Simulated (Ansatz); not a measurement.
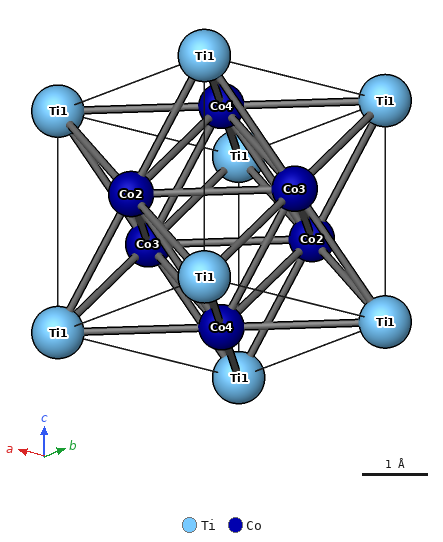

**Figure 1.** The input geometry (ball-and-stick view of the cell of the calculation, seen at an oblique angle; atoms are numbered from 1 in the order of the input).

## TiCo3: band-structure calculation (part 1 of 2)

- system: TiCo3 (Pm-3m, 4 atoms in the cell)
- method: DFT r2SCAN, scalar-relativistic, plane waves, PAW, spin-polarised (Ansatz 0.2.0)

The structure derives from an entry of the Crystallography Open Database. Figures and captions count atoms from 1; the log counts them from 0 in places.

### Input
```yaml
crystal:
  lattice:
    - [3.6047343864, 0.0, 0.0]
    - [0.0, 3.6047343864, 0.0]
    - [0.0, 0.0, 3.6047343864]
  atoms:
    - { symbol: Ti, position: [0.0, 0.0, 0.0] }
    - { symbol: Co, position: [0.0, 0.5, 0.5], spin: 3.0 }
    - { symbol: Co, position: [0.5, 0.0, 0.5], spin: 3.0 }
    - { symbol: Co, position: [0.5, 0.5, 0.0], spin: 3.0 }
basis:
  ecutwfc: 500
kpoints:
  mp_grid: { grid: [12, 12, 12] }
  band_path:
    path:
      - [[0.0, 0.0, 0.0], [0.0, 0.5, 0.0], [0.5, 0.5, 0.0], [0.0, 0.0, 0.0], [0.5, 0.5, 0.5], [0.0, 0.5, 0.0]]
      - [[0.5, 0.5, 0.5], [0.5, 0.5, 0.0]]
    npoints: 14
hamiltonian:
  xc: r2scan
scf:
  occupations: { method: gaussian, width: 0.1 }
  n_extra_bands: 10
output:
  forces: true
  stress: true
  eigenvalues: true
  populations: true
  dos: { projected: true, de: 0.02, nscf_kmesh: { grid: [18, 18, 18] } }
  bader: true
  write_density: true
  write_potential: true
  elf: true
  volumetric_format: npy
magnetization:
  spin_polarized: true
```

Run on 1 thread of AMD EPYC (Zen 3), 192 GiB of memory available, shared host.

Command:
```bash
ansatz run input.yaml --threads 1 --pin off --max-ram 2560MiB --backend cpu --events-out ev --progress --plain --runs-dir out
```

### What the program printed
```
Warning: the band count 42 (scf.n_extra_bands) hosts the net moment |M| = 9.0000 μB (N_el = 63) but caps the reachable moment at 2·n_bands − N_el = 21.0000 μB, below the 44 bands that the automatic rule leaves for it — a moment growing past the seed, or the majority channel's smearing tail, pins there with fewer empty majority states than that count leaves; raise or omit scf.n_extra_bands unless the cap is intended
scf.n_extra_bands = 10 over 32 filled bands (N_el = 63.0): the run solves 42 bands
Engine: ansatz 0.2.0, x86_64-unknown-linux-gnu
Pseudopotentials: kind: paw
Pseudopotential: Ti, paw, valence charge 12, recommended cutoff 500 eV (meta_gga), Ti.paw.azcp
Pseudopotential: Co, paw, valence charge 17, recommended cutoff 500 eV (meta_gga), Co.paw.azcp
Functional definition: r2SCAN
  parameter k0 = 0.174
  parameter k1 = 0.065
  parameter a1 = 4.9479
  exchange = r2scan_x(k0 = k0, k1 = k1, a1 = a1)
  correlation = r2scan_c
Crystal: 4 atoms, lattice volume = 46.840 Å³
Basis set: ecut = 500 eV, 1213 PW (Γ), exchange–correlation on 108×108×108 points (64 copies of the dense FFT grid, shifted against one another)
Bands: 42, of which v1, the nominal top of the filled ones, is band 32 counted from 1 (31 counted from 0)
Symmetry: 48 space group operations
Space group: Pm-3m (ITA 221), of the structure as read, at distance tolerance 3.6e-5 Å
Magnetic group: BNS 221.92 (UNI 1594), of the structure as read, at distance tolerance 3.6e-5 Å
k-points: 84 of 1728
Non-local potential: Ti, projectors of the file, l = 0: 3, l = 1: 2, l = 2: 3, l = 3: 1
Non-local potential: Co, projectors of the file, l = 0: 3, l = 1: 2, l = 2: 3, l = 3: 1
PAW form: soft (Blöchl's): semilocal exchange-correlation on the pseudo side does not see the compensation charge
PAW frozen core: Ti, regenerated for the run's functional (the file was generated under x = pbe(κ = 0.804, μ = 0.2195149727645171), c = pbe(β = 0.06672455060314922))
PAW frozen core: Co, regenerated for the run's functional (the file was generated under x = pbe(κ = 0.804, μ = 0.2195149727645171), c = pbe(β = 0.06672455060314922))
PAW one-centre angular grid: Ti, 590 points (default); XC on 160 Gauss nodes
PAW one-centre angular grid: Co, 590 points (default); XC on 160 Gauss nodes
Initial density: superposition of atomic densities (chi_scale 0.1, normalization cell)
Starting moments: Σ|m| = 9 μB on 3 of 4 sites
Initial wavefunctions: pseudopotential atomic-orbital guess
Functional: x = r2scan, c = r2scan; τ floored in thin density (d = 2e-4 eV/Å³)
SCF iter   1: F=—  HF=-17896.644253 eV  |F-HF|=—  |Δ(HF+E_count)|=         —  Δρ=9.54e-2 (↑9.54e-2 ↓4.61e-2)  dr2=4.76e0  dr2_τ=5.28e-2  dr2_m=7.69e-1  M=6.382 μB ∫|m|=7.743 μB  β_m=1.00  ethr=3.10e-3  ⟨swp⟩=5.7  Hψ=22039  notcnv=0
Mixer restart at iter 1: flushing history
preconditioner: auto → Kerker (q_TF=auto, 2.866 Å⁻¹)  [metal: Δε(μ)=0.002 eV  Ē_g=7.344 eV  σ=0.100 eV  W_gap=0.01  n_scr=18 (ndim 8)  ℏωp=30.2 eV  f_vac=0.000  D(μ)=6.44/eV (n_scr^D=92)]
spin=Collinear: Kerker preconditioning applied to the charge; magnetization (m = ρ↑ − ρ↓) channel mixes plain (no charge-response kernel on spin).
SCF iter   2: F=—  HF=-17895.712586 eV  |F-HF|=—  |Δ(HF+E_count)|=   9.32e-1  Δρ=3.28e-2 (↑3.28e-2 ↓2.39e-2)  dr2=7.54e-1  dr2_τ=3.13e-2  dr2_m=1.64e-1  M=5.270 μB ∫|m|=7.702 μB  β_m=1.00  ethr=3.10e-3  ⟨swp⟩=2.5  Hψ=13343  notcnv=0  defer=333  κ⁻¹=1.0e0(r=1)
SCF iter   3: F=—  HF=-17896.636509 eV  |F-HF|=—  |Δ(HF+E_count)|=   9.24e-1  Δρ=2.60e-2 (↑2.04e-2 ↓2.60e-2)  dr2=5.17e-1  dr2_τ=4.21e-3  dr2_m=1.04e-1  M=4.600 μB ∫|m|=7.557 μB  β_m=1.00  ethr=1.20e-3  ⟨swp⟩=2.1  Hψ=8923  notcnv=0  defer=345  κ⁻¹=2.3e-2(r=2)
SCF iter   4: F=—  HF=-17898.130337 eV  |F-HF|=—  |Δ(HF+E_count)|=    1.49e0  Δρ=2.34e-2 (↑1.21e-2 ↓2.34e-2)  dr2=2.78e-1  dr2_τ=1.77e-3  dr2_m=8.13e-2  M=3.791 μB ∫|m|=7.136 μB  β_m=1.00  ethr=8.20e-4  ⟨swp⟩=2.8  Hψ=12122  notcnv=0  defer=344  κ⁻¹=7.1e-3(r=3)
SCF iter   5: F=—  HF=-17899.546640 eV  |F-HF|=—  |Δ(HF+E_count)|=         —  Δρ=3.96e-2 (↑2.44e-2 ↓3.96e-2)  dr2=2.70e-1  dr2_τ=4.85e-3  dr2_m=4.20e-1  M=2.854 μB ∫|m|=5.880 μB  β_m=1.00  ethr=4.41e-4  ⟨swp⟩=2.1  Hψ=12148  notcnv=0  defer=392
Mixer restart at iter 5: flushing history
SCF iter   6: F=—  HF=-17899.528348 eV  |F-HF|=—  |Δ(HF+E_count)|=   1.83e-2  Δρ=1.42e-2 (↑5.54e-3 ↓1.42e-2)  dr2=1.91e-1  dr2_τ=8.70e-4  dr2_m=2.08e-2  M=2.851 μB ∫|m|=5.628 μB  β_m=1.00  ethr=4.28e-4  ⟨swp⟩=1.9  Hψ=8324  notcnv=0  defer=392  κ⁻¹=1.0e0(r=1)
SCF iter   7: F=—  HF=-17899.613795 eV  |F-HF|=—  |Δ(HF+E_count)|=   8.54e-2  Δρ=7.62e-3 (↑4.92e-3 ↓7.62e-3)  dr2=9.88e-2  dr2_τ=2.83e-4  dr2_m=3.23e-3  M=2.849 μB ∫|m|=5.450 μB  β_m=1.00  ethr=3.04e-4  ⟨swp⟩=1.9  Hψ=8577  notcnv=0  defer=394  κ⁻¹=4.9e-2(r=2)
SCF iter   8: F=—  HF=-17899.680415 eV  |F-HF|=—  |Δ(HF+E_count)|=   6.66e-2  Δρ=5.44e-3 (↑2.60e-3 ↓5.44e-3)  dr2=8.65e-3  dr2_τ=4.29e-4  dr2_m=2.58e-3  M=2.846 μB ∫|m|=5.214 μB  β_m=1.00  ethr=1.57e-4  ⟨swp⟩=2.1  Hψ=13190  notcnv=0  defer=398  κ⁻¹=2.7e-3(r=3)
SCF iter   9: F=—  HF=-17899.692336 eV  |F-HF|=—  |Δ(HF+E_count)|=   1.19e-2  Δρ=2.25e-3 (↑2.25e-3 ↓2.02e-3)  dr2=3.65e-3  dr2_τ=1.40e-4  dr2_m=2.40e-5  M=2.847 μB ∫|m|=5.325 μB  β_m=1.00  ethr=1.37e-5  ⟨swp⟩=2.0  Hψ=13575  notcnv=0  defer=401  κ⁻¹=9.0e-4(r=4)
SCF iter  10: F=—  HF=-17899.698281 eV  |F-HF|=—  |Δ(HF+E_count)|=   5.95e-3  Δρ=1.58e-3 (↑1.58e-3 ↓7.81e-4)  dr2=5.21e-4  dr2_τ=1.24e-5  dr2_m=4.76e-4  M=2.847 μB ∫|m|=5.367 μB  β_m=1.00  ethr=5.79e-6  ⟨swp⟩=2.0  Hψ=13710  notcnv=0  defer=402  κ⁻¹=1.2e-4(r=5)
SCF iter  11: F=—  HF=-17899.697651 eV  |F-HF|=—  |Δ(HF+E_count)|=   6.31e-4  Δρ=6.05e-4 (↑3.56e-4 ↓6.05e-4)  dr2=1.50e-4  dr2_τ=2.89e-6  dr2_m=3.30e-5  M=2.847 μB ∫|m|=5.342 μB  β_m=1.00  ethr=8.27e-7  ⟨swp⟩=2.0  Hψ=11164  notcnv=0  defer=402  κ⁻¹=1.1e-4(r=6)
SCF iter  12: F=—  HF=-17899.698789 eV  |F-HF|=—  |Δ(HF+E_count)|=   1.14e-3  Δρ=3.22e-4 (↑3.22e-4 ↓3.16e-4)  dr2=9.12e-5  dr2_τ=1.32e-6  dr2_m=1.20e-6  M=2.847 μB ∫|m|=5.323 μB  β_m=1.00  ethr=2.38e-7  ⟨swp⟩=2.0  Hψ=12396  notcnv=0  defer=402  κ⁻¹=1.7e-5(r=7)
SCF iter  13: F=—  HF=-17899.699338 eV  |F-HF|=—  |Δ(HF+E_count)|=   5.48e-4  Δρ=2.46e-4 (↑2.46e-4 ↓9.38e-5)  dr2=2.58e-5  dr2_τ=4.23e-7  dr2_m=4.71e-6  M=2.846 μB ∫|m|=5.310 μB  β_m=1.00  ethr=1.45e-7  ⟨swp⟩=2.0  Hψ=12378  notcnv=0  defer=402  κ⁻¹=5.1e-6(r=8)
SCF iter  14: F=—  HF=-17899.699304 eV  |F-HF|=—  |Δ(HF+E_count)|=   3.38e-5  Δρ=7.20e-5 (↑7.20e-5 ↓6.95e-5)  dr2=1.62e-6  dr2_τ=8.10e-8  dr2_m=9.49e-7  M=2.846 μB ∫|m|=5.307 μB  β_m=1.00  ethr=4.09e-8  ⟨swp⟩=2.0  Hψ=12349  notcnv=0  defer=402  κ⁻¹=2.2e-6(r=8)
SCF iter  15: F=—  HF=-17899.699352 eV  |F-HF|=—  |Δ(HF+E_count)|=   4.81e-5  Δρ=4.57e-5 (↑2.93e-5 ↓4.57e-5)  dr2=1.13e-6  dr2_τ=2.77e-8  dr2_m=7.84e-8  M=2.846 μB ∫|m|=5.310 μB  β_m=1.00  ethr=2.58e-9  ⟨swp⟩=2.0  Hψ=12414  notcnv=0  defer=402  κ⁻¹=5.9e-7(r=8)
SCF iter  16: F=—  HF=-17899.699367 eV  |F-HF|=—  |Δ(HF+E_count)|=   1.51e-5  Δρ=2.69e-5 (↑1.92e-5 ↓2.69e-5)  dr2=6.71e-7  dr2_τ=6.80e-9  dr2_m=1.72e-8  M=2.846 μB ∫|m|=5.312 μB  β_m=1.00  ethr=1.79e-9  ⟨swp⟩=2.0  Hψ=12376  notcnv=0  defer=402  κ⁻¹=2.3e-6(r=8)
SCF iter  17: F=—  HF=-17899.699369 eV  |F-HF|=—  |Δ(HF+E_count)|=   1.71e-6  Δρ=1.37e-5 (↑1.37e-5 ↓1.03e-5)  dr2=1.34e-7  dr2_τ=1.91e-9  dr2_m=2.97e-9  M=2.846 μB ∫|m|=5.313 μB  β_m=1.00  ethr=1.06e-9  ⟨swp⟩=2.0  Hψ=11977  notcnv=0  defer=402  κ⁻¹=1.3e-6(r=8)
SCF iter  18: F=—  HF=-17899.699369 eV  |F-HF|=—  |Δ(HF+E_count)|=   1.67e-8  Δρ=5.11e-6 (↑4.44e-6 ↓5.11e-6)  dr2=2.16e-8  dr2_τ=6.74e-10  dr2_m=3.50e-10  M=2.846 μB ∫|m|=5.313 μB  β_m=1.00  ethr=2.13e-10  ⟨swp⟩=2.0  Hψ=9684  notcnv=0  defer=402  κ⁻¹=4.2e-6(r=8)
SCF iter  19: F=—  HF=-17899.699369 eV  |F-HF|=—  |Δ(HF+E_count)|=   7.14e-8  Δρ=2.49e-6 (↑2.49e-6 ↓2.34e-6)  dr2=3.10e-9  dr2_τ=6.92e-11  dr2_m=1.83e-10  M=2.846 μB ∫|m|=5.313 μB  β_m=1.00  ethr=3.43e-11  ⟨swp⟩=2.0  Hψ=12352  notcnv=0  defer=402  κ⁻¹=2.3e-5(r=8)
SCF iter  20: F=-17899.699369 eV  HF=-17899.699369 eV  |F-HF|=1.52e-9  |Δ(HF+E_count)|=   8.48e-9  Δρ=3.82e-6 (↑1.26e-6 ↓3.82e-6)  dr2=9.45e-9  dr2_τ=1.16e-10  dr2_m=1.42e-9  M=2.846 μB ∫|m|=5.313 μB  ethr=4.92e-12  ⟨swp⟩=10.7  Hψ=41121  notcnv=0
SCF 1 converged in 20 iterations: F = -17899.699369 eV  dr2 = 9.45e-9
  greatest PAW one-centre occupation: 1.003 electrons in one spin orbital (limit 2), on the Co atom at site 3 (counted from 0), in its partial waves of l = 1
```

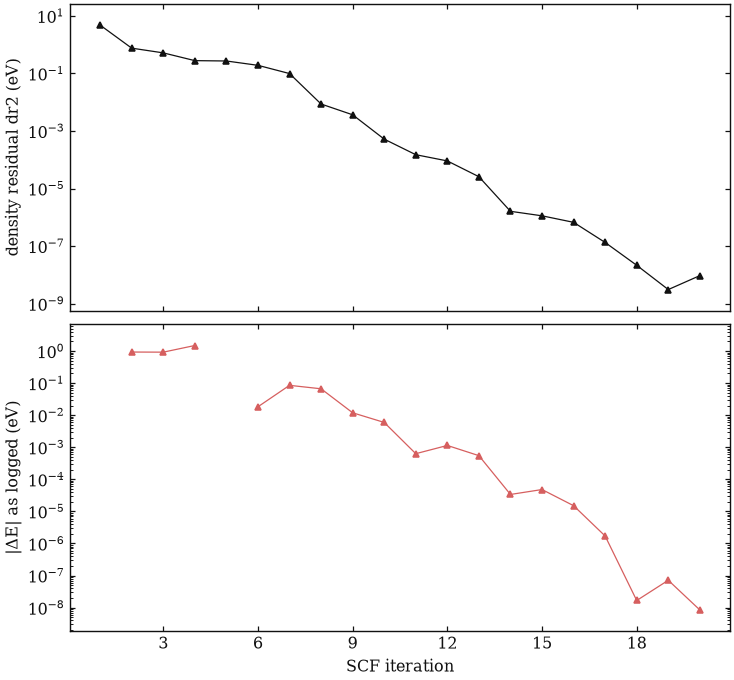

**Figure 2.** Convergence of the self-consistent field: density residual dr2 and size of the energy change against the SCF iteration. The residual comes down, with one marked jump up, by a factor of about 3, at step 20.

```
this state was not tested for a lower state beside it, because the mixer in use, unlike msr1, does not test its closes by its own steps (another_mixer; see scf.mixing.algorithm and scf.lower_state_search)
NSCF: frozen V_eff on 86 k-points
NSCF: frozen V_eff on 220 k-points
SCF converged after 20 iterations
Magnetization: 2.8463 μB (32.9232 up, 30.0768 down)
Absolute magnetization: 5.3154 μB (∫|ρ↑−ρ↓|, with the PAW one-centre terms)
Spin contamination: 0.4929 ħ² per cell (⟨S²⟩ above its minimum at these occupations)
Per-site moments (μB) at R_I (Å): [(-0.6626848319758393, 1.0514345032124046), (1.3424742415518143, 1.0514345032124046), (1.3424742415518127, 1.0514345032124046), (1.3424742415518118, 1.0514345032124046)]
Free energy (F): -17899.699369 eV
Harris-Foulkes:  -17899.699369 eV  (|F-HF|=1.52e-9)
Internal energy: -17899.682528 eV  (E = F + TS)
E sigma→0 (E₀):  -17899.690948 eV
Entropy (-TS):   -0.016841 eV (-4.210 meV/atom)
Fermi energy:    18.100503 eV
--- Per-component energies (eV) ---
  E_band       = -951.612319
  E_kinetic    = 1642.712089
  E_local      = -9603.718185  (includes V_loc(G=0)·N_el)
  E_nonlocal   = 1373.943936
  E_hartree    = 4056.695422
  E_xc         = -568.041043
  E_vxc        = -826.216029  (∫ρ·V_xc dr)
  E_paw        = -5629.209823  (= ΣΔE_a)
  E_vpaw       = -1705.432639  (= ΣTr[D̂ρ^β])
  E_aug_tail   = 0.000198  (compensation charges beyond the density's cutoff)
  E_vtau       = 53.703139  (kinetic-family band-sum trace: ∫τ·v_τ [+ j·A + Jᵃ·Aᵃ] dr)
  E_ewald      = -9170.926045
  E_core_change = -1.139076  (= ΣΔE_core)
  E_smearing   = -0.016841  (= −TS)
  E_closure    = -0.000000  (closes the sum)
  Σ components = -17899.699369   (vs F -17899.699369, Δ=0.00e0)
```
